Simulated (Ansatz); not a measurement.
Consider this structure, Ga.

```cif
data_structure
_symmetry_space_group_name_H-M 'Pm-3m'
_symmetry_Int_Tables_number 221
_cell_length_a 2.6583
_cell_length_b 2.6583
_cell_length_c 2.6583
_cell_angle_alpha 90.000
_cell_angle_beta 90.000
_cell_angle_gamma 90.000
_cell_volume 18.79
loop_
_atom_site_label
_atom_site_type_symbol
_atom_site_symmetry_multiplicity
_atom_site_Wyckoff_symbol
_atom_site_fract_x
_atom_site_fract_y
_atom_site_fract_z
_atom_site_occupancy
Ga1 Ga 1 a 0.00000 0.00000 0.00000 1
```

It is based on coordinates from a relaxation with DFT, PBEsol, plane waves (420 eV) with PAW, scalar-relativistic (Ansatz 0.2.0); the starting structure was generated, so it need not be a known form of this composition.

Q: Predict the first 4 clear peaks of the neutron G(r) with σ = 0.10 Å, and name the atom pairs.

A: 1. 2.66 Å: Ga–Ga at 2.66 Å
2. 3.76 Å: Ga–Ga at 3.76 Å
3. 4.60 Å: Ga–Ga at 4.60 Å
4. 5.32 Å: Ga–Ga at 5.32 Å

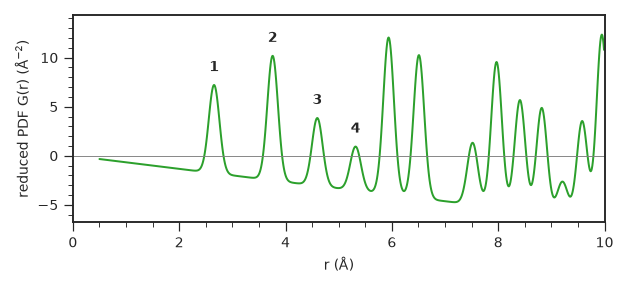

Computed neutron G(r), with each pair weighted by the product of the tabulated coherent neutron scattering lengths (natural isotope mix where the element has one) and a uniform peak width σ = 0.10 Å, damped by exp(−(Q_damp r)²/2) with Q_damp = 0.020 Å⁻¹.
